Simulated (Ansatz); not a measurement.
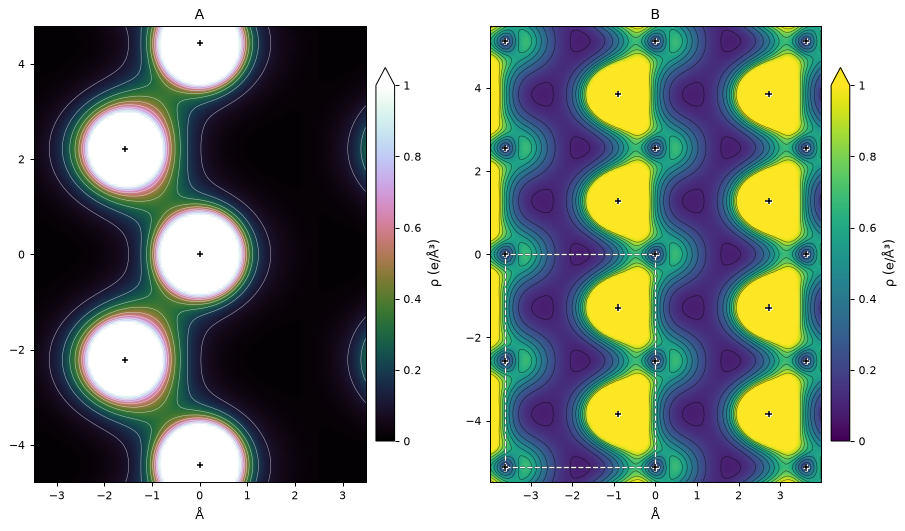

The valence electron density of 2 systems, each on a plane through atoms (crosses mark nuclei in the plane).

All numbers below come from DFT PBE, scalar-relativistic, plane waves, PAW in Ansatz 0.2.0.

System 1: InAs, the (101) plane of the conventional cell. Space group F-43m; started from the InAs prototype; changed on purpose from its base cell (volume × 1.040).

```
In As
1.0
     6.26765    0.00000    0.00000
     0.00000    0.00000   -6.26765
     0.00000    6.26765    0.00000
In As
4 4
Cartesian
  3.1338 0.0000 -3.1338
  0.0000 3.1338 -3.1338
  0.0000 0.0000 0.0000
  3.1338 3.1338 0.0000
  4.7007 1.5669 -4.7007
  1.5669 4.7007 -4.7007
  1.5669 1.5669 -1.5669
  4.7007 4.7007 -1.5669
```

System 2: BN, the (110) plane of the conventional cell. Space group F-43m; started from the BN prototype.

```xyz
8
Lattice="3.6247 0.0000 0.0000 0.0000 0.0000 -3.6247 0.0000 3.6247 0.0000" Properties=species:S:1:pos:R:3 pbc="T T T"
B     1.8123    0.0000   -1.8123
B     0.0000    1.8123   -1.8123
B     0.0000    0.0000    0.0000
B     1.8123    1.8123    0.0000
N     2.7185    0.9062   -2.7185
N     0.9062    2.7185   -2.7185
N     0.9062    0.9062   -0.9062
N     2.7185    2.7185   -0.9062
```

**Which map belongs to which system?**

Panel A is system 1, InAs: the plane holds In and As. In–As (2.71 Å): ρ is about 0.36 e/Å³ halfway. Panel B is system 2, BN: the plane holds B and N. B–N (1.57 Å): ρ is about 1.4 e/Å³ halfway.
